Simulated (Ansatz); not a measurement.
## Geometry relaxation, with input and output: CoO (part 3 of 6)

The same run, continued: CoO (16 atoms in the cell); DFT PBE, scalar-relativistic, plane waves, PAW, spin-polarised (Ansatz 0.2.0); cutoff 420 eV, 1×1×8 k-mesh, Gaussian smearing of 0.05 eV, collinear spins. The structure derives from an entry of the Crystallography Open Database. It belongs to a series of runs on one base structure; here: wire along [1 1 1], 16 atoms a period.

Geometry of the input (Å; fractional positions):
```
12.5000  0.0000  0.0000
0.0000  12.3000  0.0000
0.0000  0.0000  7.3583
Co 0.5694  0.5000  0.0000
O  0.4306  0.5000  0.8333
Co 0.4306  0.5000  0.3333
O  0.5694  0.5000  0.5000
Co 0.3613  0.3779  0.0000
Co 0.6387  0.3779  0.3333
Co 0.5000  0.6221  0.6667
O  0.5000  0.3779  0.1667
O  0.3613  0.6221  0.5000
O  0.6387  0.6221  0.8333
Co 0.3613  0.6221  0.0000
Co 0.6387  0.6221  0.3333
Co 0.5000  0.3779  0.6667
O  0.5000  0.6221  0.1667
O  0.3613  0.3779  0.5000
O  0.6387  0.3779  0.8333
```

Output, continued:
```
SCF iter   1: F=—  HF=-45532.461537 eV  |F-HF|=—  |Δ(HF+E_count)|=         —  Δρ=1.34e-5 (↑1.34e-5 ↓1.25e-5)  dr2=1.17e-6  dr2_m=4.93e-8  M=17.250 μB ∫|m|=17.812 μB  β_m=0.30  ethr=2.19e-6  ⟨swp⟩=4.9  Hψ=9700  notcnv=0
eigensolver tolerance schedule: the retry pair's looser diagonalisation over-reported the residual by 3443.55 of it (diagonalisation noise at an unbounded share of the residual, at the tolerance the schedule requests for it); recorded, not acted on — ethr = c·dr2/N_el stays at c = 1.0e-1
preconditioner: auto → Resta (q_TF=auto, 2.055 Å⁻¹)  ε∞=2.9  [insulator: Δε(μ)=0.140 eV  Ē_g=9.324 eV  σ=0.050 eV  W_gap=0.95  n_scr=140 (ndim 8)  ℏωp=12.8 eV  f_vac=0.770  D(μ)=0.95/eV (n_scr^D=0)  ε∞_Penn≈2.9  vacuum switching on, ρ_ref=6.3e-3 e/Å³]
spin=Collinear: Resta preconditioning applied to the charge; magnetization (m = ρ↑ − ρ↓) channel mixes plain (no charge-response kernel on spin).
SCF iter   2: F=—  HF=-45532.462125 eV  |F-HF|=—  |Δ(HF+E_count)|=   5.88e-4  Δρ=1.11e-5 (↑9.04e-6 ↓1.11e-5)  dr2=1.35e-6  dr2_m=1.22e-7  M=17.250 μB ∫|m|=17.812 μB  β_m=0.40  ethr=6.36e-10  ⟨swp⟩=3.6  Hψ=2740  notcnv=0
SCF iter   3: F=—  HF=-45532.462126 eV  |F-HF|=—  |Δ(HF+E_count)|=   1.32e-6  Δρ=4.34e-5 (↑1.18e-5 ↓4.34e-5)  dr2=2.61e-5  dr2_m=2.58e-6  M=17.250 μB ∫|m|=17.812 μB  β_m=0.26  ethr=6.36e-10  ⟨swp⟩=2.0  Hψ=1751  notcnv=0  recentre
SCF iter   4: F=—  HF=-45532.462125 eV  |F-HF|=—  |Δ(HF+E_count)|=   7.15e-7  Δρ=1.01e-5 (↑5.00e-6 ↓1.01e-5)  dr2=1.56e-6  dr2_m=9.93e-8  M=17.250 μB ∫|m|=17.812 μB  β_m=0.23  ethr=6.36e-10  ⟨swp⟩=2.1  Hψ=1753  notcnv=0
SCF iter   5: F=—  HF=-45532.462125 eV  |F-HF|=—  |Δ(HF+E_count)|=   2.96e-8  Δρ=1.37e-6 (↑1.01e-6 ↓1.37e-6)  dr2=3.47e-8  dr2_m=1.96e-9  M=17.250 μB ∫|m|=17.812 μB  β_m=0.24  ethr=6.36e-10  ⟨swp⟩=1.0  Hψ=1260  notcnv=0
SCF iter   6: F=—  HF=-45532.462125 eV  |F-HF|=—  |Δ(HF+E_count)|=   2.27e-9  Δρ=1.54e-6 (↑6.24e-7 ↓1.54e-6)  dr2=3.41e-8  dr2_m=3.43e-9  M=17.250 μB ∫|m|=17.812 μB  β_m=0.24  ethr=1.88e-11  ⟨swp⟩=2.0  Hψ=1729  notcnv=0
SCF iter   7: F=—  HF=-45532.462125 eV  |F-HF|=—  |Δ(HF+E_count)|=  9.60e-10  Δρ=8.76e-7 (↑4.48e-7 ↓8.76e-7)  dr2=9.31e-9  dr2_m=1.65e-9  M=17.250 μB ∫|m|=17.812 μB  β_m=0.29  ethr=1.85e-11  ⟨swp⟩=1.0  Hψ=1260  notcnv=0
SCF iter   8: F=—  HF=-45532.462125 eV  |F-HF|=—  |Δ(HF+E_count)|=  6.40e-10  Δρ=4.12e-7 (↑2.25e-7 ↓4.12e-7)  dr2=1.76e-9  dr2_m=4.80e-10  M=17.250 μB ∫|m|=17.812 μB  β_m=0.32  ethr=5.06e-12  ⟨swp⟩=2.0  Hψ=1754  notcnv=0
SCF iter   9: F=—  HF=-45532.462125 eV  |F-HF|=—  |Δ(HF+E_count)|=  4.37e-11  Δρ=1.87e-7 (↑1.28e-7 ↓1.87e-7)  dr2=3.85e-10  dr2_m=8.37e-11  M=17.250 μB ∫|m|=17.812 μB  β_m=0.42  ethr=1.00e-12  ⟨swp⟩=2.3  Hψ=1785  notcnv=0
SCF iter  10: F=—  HF=-45532.462125 eV  |F-HF|=—  |Δ(HF+E_count)|=  5.09e-11  Δρ=1.45e-7 (↑3.77e-8 ↓1.45e-7)  dr2=1.99e-10  dr2_m=4.52e-11  M=17.250 μB ∫|m|=17.812 μB  β_m=0.71  ethr=1.00e-12  ⟨swp⟩=1.0  Hψ=1260  notcnv=0
SCF iter  11: F=—  HF=-45532.462125 eV  |F-HF|=—  |Δ(HF+E_count)|=  4.37e-11  Δρ=2.31e-7 (↑8.96e-8 ↓2.31e-7)  dr2=8.39e-10  dr2_m=7.09e-11  M=17.250 μB ∫|m|=17.812 μB  β_m=0.49  ethr=1.00e-12  ⟨swp⟩=1.0  Hψ=1260  notcnv=0  recentre
SCF iter  12: F=—  HF=-45532.462125 eV  |F-HF|=—  |Δ(HF+E_count)|=  8.00e-11  Δρ=8.21e-8 (↑2.36e-8 ↓8.21e-8)  dr2=8.12e-11  dr2_m=1.20e-11  M=17.250 μB ∫|m|=17.812 μB  β_m=0.47  ethr=1.00e-12  ⟨swp⟩=1.0  Hψ=1260  notcnv=0
SCF iter  13: F=—  HF=-45532.462125 eV  |F-HF|=—  |Δ(HF+E_count)|=  1.02e-10  Δρ=9.27e-8 (↑3.07e-8 ↓9.27e-8)  dr2=1.26e-10  dr2_m=1.10e-11  M=17.250 μB ∫|m|=17.812 μB  β_m=0.34  ethr=1.00e-12  ⟨swp⟩=8.9  Hψ=5801  notcnv=0
SCF iter  14: F=-45532.462125 eV  HF=-45532.462125 eV  |F-HF|=1.82e-10  |Δ(HF+E_count)|=  2.91e-11  Δρ=2.20e-8 (↑9.93e-9 ↓2.20e-8)  dr2=6.47e-12  dr2_m=7.60e-13  M=17.250 μB ∫|m|=17.812 μB  ethr=1.00e-12  ⟨swp⟩=4.6  Hψ=4834  notcnv=0
SCF 23 converged in 14 iterations: F = -45532.462125 eV  dr2 = 6.47e-12
relax step  23: F+E_penalty+E_count = -45532.46212537 eV  Δ(F+E_penalty+E_count) = +3.841e-3 eV  max|allowed force component| = 1.429e-2 eV/Å  Δτ_max = 0.0000 Å  P = -0.002 GPa  Ω = 1008.188 Å³  fix = [a, b, alpha, beta, gamma]  reactions: a +0.004, b -0.004 GPa; beta +0.001 GPa/rad  stress off target by 5.87e-3 GPa on what of the cell is left free  SCF on the basis re-selected at this cell (its energy is not comparable with the rows above)  (14 SCF iters)
```

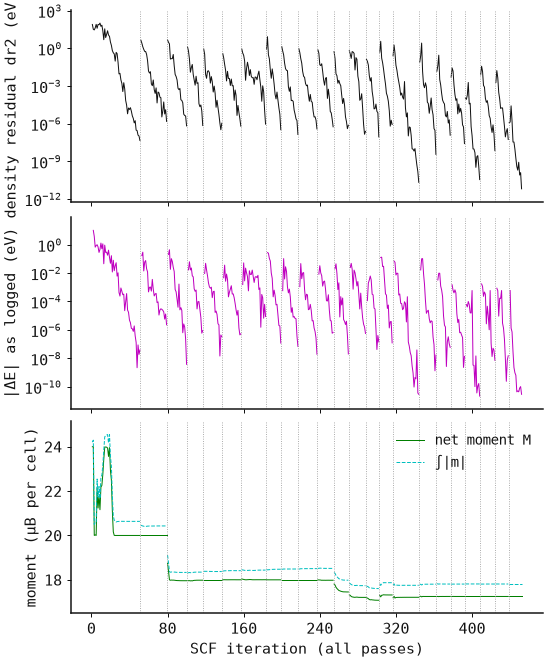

Fig. 1: Convergence of the self-consistent field: density residual dr2, size of the energy change and magnetic moment against the SCF iteration. The dotted lines part the SCF passes of the relaxation: geometry steps, rejected trials and re-solves on a re-selected basis. The 23 passes take 14 to 51 iterations each, 452 in all. The net moment goes from 24.0 to 17.2 μB per cell.

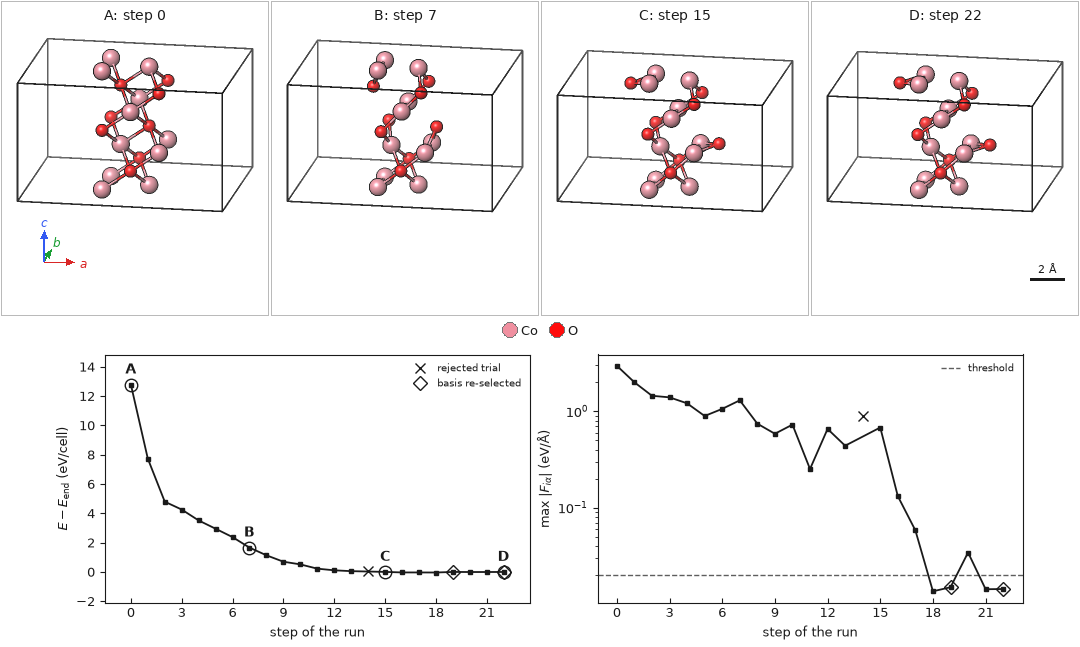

Fig. 2: Frames of the relaxation (ball-and-stick view of the cell of the calculation, with the vacuum cut short (origin shifted), seen slightly off an axis) above the curves, on which the letters mark them (the first geometry is step 0 here and step 1 in the log).

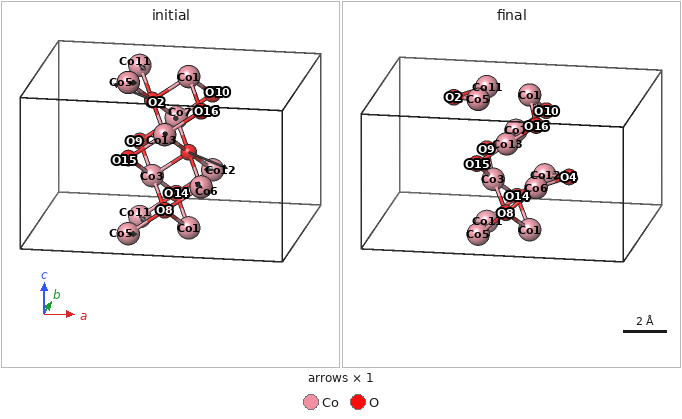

Fig. 3: Before (left) and after (right) the relaxation, at one scale (ball-and-stick view of the cell of the calculation, with the vacuum cut short (origin shifted), seen slightly off an axis). The black arrows give the displacements (without the part carried along by the change of the cell), at true length. The largest moves relative to the cell, 2.00 Å, are those of O2 and O4. By element the largest moves are O 2.00 Å, Co 0.53 Å. Along the periodic axis the drawn cell goes c 7.358 → 6.557 Å (−10.9 %). Among the contacts that change: Co1–O2 2.124 → 3.620 Å, O2–Co13 2.124 → 3.487 Å, Co5–Co11 3.004 → 2.240 Å, Co7–Co13 3.004 → 2.373 Å. Bonds break: Co1–O2 (2.12 → 3.62 Å), Co3–O4 (2.12 → 3.62 Å), O2–Co13 (2.12 → 3.49 Å), O2–Co7 (2.12 → 3.49 Å). Among the angles that change: O2–Co5–O8 90.0° → 141.0°, Co5–O8–Co6 180.0° → 159.7°, Co5–O2–Co11 90.0° → 77.7°. Over 20 geometry steps the energy falls by 12.793 eV per cell of the calculation. Largest force component: 3 eV/Å at the start, 0.014 eV/Å at the end. The line search rejected the trial step at point 14 (counted from 0) and went back. The basis was re-selected once at an unchanged geometry, which shifts the energy a little without any move. The energy change given includes the shifts at the re-selections in mid-walk, which come without any move. A last SCF at the same geometry on a re-selected plane-wave basis shifts the energy by +3.8 meV per cell of the calculation. (Atoms are counted from 1 in the order of the input.)

```
basis re-selected at this cell: Δ(F+E_penalty+E_count) = +3.841e-3 eV, ΔP = -0.005 GPa vs the last step (what re-selecting the basis moved, of the pressure what is left beyond the Pulay correction that the steps carried, after the strain that the cell walked since its last selection, with what the two solves' SCF thresholds leave and, on support functions, any second-order correction that the steps lacked; it is no measure of the basis error at this ecutwfc). This SCF's stress stands 5.87e-3 GPa from its target on what of the cell is left free (relax.cell.stress_tol is 3.00e-2 GPa) and its largest allowed force component is 1.43e-2 eV/Å (relax.f_tol is 2.00e-2 eV/Å): within both
WARN: The output density's exchange-correlation potential varies sharply where the density is thin. Do not read a vacuum level from v_tot or v_xc, or from such a field of the output density. On a cell that repeats whose density bears no net charge and no dipole along the vacuum's axis use v_es (v_loc + v_h of the components); under efield.dipole_correction with no amplitude use v_es + v_field, which holds any external_charges[].barrier, or the levels of the report's work_function block, which leave it out; under a non-zero efield.amplitude the vacuum is tilted and has no level; on a cell that repeats and bears such a dipole with no correction it is tilted too, and efield.dipole_correction with no amplitude gives each side of its ramp a level where efield: is served; in a cell that repeats whose density bears a net charge (total_charge, or a fill off its count) it is curved and has none; of a slab under crystal.periodic whose density bears no net charge use v_es, which has a level on each side, short of where the two are joined; of another it falls or rises all the way out and has none; of a slab beside external_charges read slab_vacuum_level instead, which it has where they leave it neutral. The grid or the basis barely resolves most such structure, and the values can differ between equally converged runs; as a rule a tighter scf.convergence.dr2_threshold does not remove it. Where the density itself ripples (under the LDA too) a higher basis.ecutwfc lessens it. The files hold the spikes' plane waves up to the density's cutoff. Files: v_tot_of_output_density and the like, and their columns of v_z.tsv (output.write_potential); v_xc_of_output_density and the like, and their columns of v_comp_z.tsv (output.write_potential_components). Measured: with its Gaussian average of σ = 0.25 Å subtracted twice, the exchange-correlation potential is over 0.1 eV at 5140 of the grid points where the equally averaged density (valence and model cores) is under 1e-3 e/Å³, and 2.20 eV at the most among them, at an averaged density of 2.4e-6 e/Å³. The input density's (outcome.potential() and, of a run that writes arrays, v_tot and v_xc) is over 0.1 eV, so measured, at 5043 points of its own thin density, 2.21 eV at the most. See output.write_potential in the manual, Limitations
SCF converged after 14 iterations
Magnetization: 17.2504 μB (100.6252 up, 83.3748 down)
Absolute magnetization: 17.8143 μB (∫|ρ↑−ρ↓|, with the PAW one-centre terms)
Spin contamination: 0.1395 ħ² per cell (⟨S²⟩ above its minimum at these occupations)
Per-site moments (μB) at R_I (Å): [(1.15846619363365, 0.741143726274661), (0.38837651729975187, 0.7366359880140481), (1.15846619363365, 0.7411437262746607), (0.3883765172997521, 0.736635988014049), (1.944286749175315, 0.7366359880140481), (1.9442867491753153, 0.736635988014049), (1.4958284001008373, 0.7158041216643537), (0.16823052688767043, 0.7666561515518688), (0.2627662955843596, 0.7158041216643537), (0.2627662955843598, 0.7158041216643545), (1.944286749175316, 0.7366359880140481), (1.9442867491753137, 0.736635988014049), (1.4958284001008373, 0.7158041216643537), (0.1682305268876704, 0.7666561515518688), (0.2627662955843593, 0.7158041216643537), (0.26276629558436, 0.7158041216643545)]
Free energy (F): -45532.462125 eV
Harris-Foulkes:  -45532.462125 eV  (|F-HF|=1.82e-10)
Internal energy: -45532.460939 eV  (E = F + TS)
E sigma→0 (E₀):  -45532.461532 eV
Entropy (-TS):   -0.001186 eV (-0.074 meV/atom)
Fermi energy:    -2.781267 eV
--- Per-component energies (eV) ---
  E_band       = -5480.065310
  E_kinetic    = 4978.111700
  E_local      = -124647.924168  (includes V_loc(G=0)·N_el)
  E_nonlocal   = 4043.411472
  E_hartree    = 58348.600008
  E_xc         = -1837.915069
  E_vxc        = -2361.282750  (∫ρ·V_xc dr)
  E_paw        = -13384.764880  (= ΣΔE_a)
  E_vpaw       = -4189.600972  (= ΣTr[D̂ρ^β])
  E_aug_tail   = 0.019486  (compensation charges beyond the density's cutoff)
  E_ewald      = 26968.000510
  E_smearing   = -0.001186  (= −TS)
  E_closure    = 0.000000  (closes the sum)
  Σ components = -45532.462125   (vs F -45532.462125, Δ=0.00e0)
--- Forces (eV/Å), atoms counted from 1 ---
  atom   1  Co    -0.01428987     0.00000000    -0.00503240
  atom   2  O      0.00024947     0.00000000    -0.00367271
  atom   3  Co     0.01428987    -0.00000000     0.00503240
  atom   4  O     -0.00024947    -0.00000000     0.00367271
  atom   5  Co     0.00400170     0.00588837     0.00131540
  atom   6  Co    -0.00400170     0.00588837    -0.00131540
  atom   7  Co     0.00000000     0.00208360     0.00000000
  atom   8  O     -0.00000000     0.00352864    -0.00000000
  atom   9  O     -0.00522144    -0.00118589     0.00196212
  atom  10  O      0.00522144    -0.00118589    -0.00196212
  atom  11  Co     0.00400170    -0.00588837     0.00131540
  atom  12  Co    -0.00400170    -0.00588837    -0.00131540
  atom  13  Co     0.00000000    -0.00208360     0.00000000
  atom  14  O      0.00000000    -0.00352864     0.00000000
  atom  15  O     -0.00522144     0.00118589     0.00196212
  atom  16  O      0.00522144     0.00118589    -0.00196212
  max |Σ_I F_I| component: 1.30e-18 eV/Å
--- Stress (GPa, compression-positive) ---
        0.003781       0.000000      -0.001095
        0.000000      -0.003842       0.000000
       -0.001095       0.000000      -0.005871
  P = ⅓ Tr σ = -0.0020 GPa (-0.020 kbar)
--- Band table (eV; the first three rows and the last of 10) ---
  k-point 0 ↑: bands = ["-99.6033", "-99.6030", "-99.5699", "-99.5697", "-99.3865", "-99.3705", "-99.0347", "-99.0339", "-63.4847", "-63.4843", "-63.3844", "-63.3839", "-63.2269", "-63.2124", "-62.7127", "-62.7116", "-62.6327", "-62.6280", "-62.5536", "-62.5437", "-62.4705", "-62.4697", "-62.4402", "-62.4222", "-62.4177", "-62.3831", "-62.3814", "-62.3258", "-62.3131", "-62.2985", "-62.0634", "-62.0626", "-22.4019", "-21.9731", "-21.4685", "-21.2242", "-21.1692", "-20.9582", "-20.9290", "-20.7956", "-9.7201", "-9.6495", "-9.3374", "-9.0203", "-8.6767", "-8.6698", "-8.6070", "-8.5034", "-8.4085", "-8.2681", "-8.0621", "-8.0580", "-7.7807", "-7.6508", "-7.5353", "-7.4298", "-7.3740", "-7.3396", "-7.2046", "-7.0701", "-7.0146", "-6.9514", "-6.6666", "-6.6481", "-6.4888", "-6.2989", "-6.1681", "-6.1168", "-6.1023", "-6.0599", "-5.9267", "-5.4900", "-5.4599", "-5.1735", "-5.1689", "-5.1407", "-5.1381", "-4.9678", "-4.8250", "-4.7800", "-4.7184", "-4.6955", "-4.5729", "-4.5682", "-4.5480", "-4.4744", "-4.3469", "-4.3221", "-4.1829", "-4.1381", "-4.0910", "-3.8746", "-3.7683", "-3.6843", "-3.5254", "-3.5109", "-3.3886", "-3.3463", "-3.3112", "-3.2058", "-3.1027", "-2.7122", "-1.6528", "-1.4710", "-0.1947", "0.5523", "0.6063", "1.4051", "1.4120", "1.6093", "2.3172", "2.5884", "2.8041", "3.0299", "3.3674", "3.4057", "3.7316", "3.8988", "3.9160", "4.1280", "4.3053", "4.7081", "4.8047", "5.2311", "5.4365", "5.5169"]
```
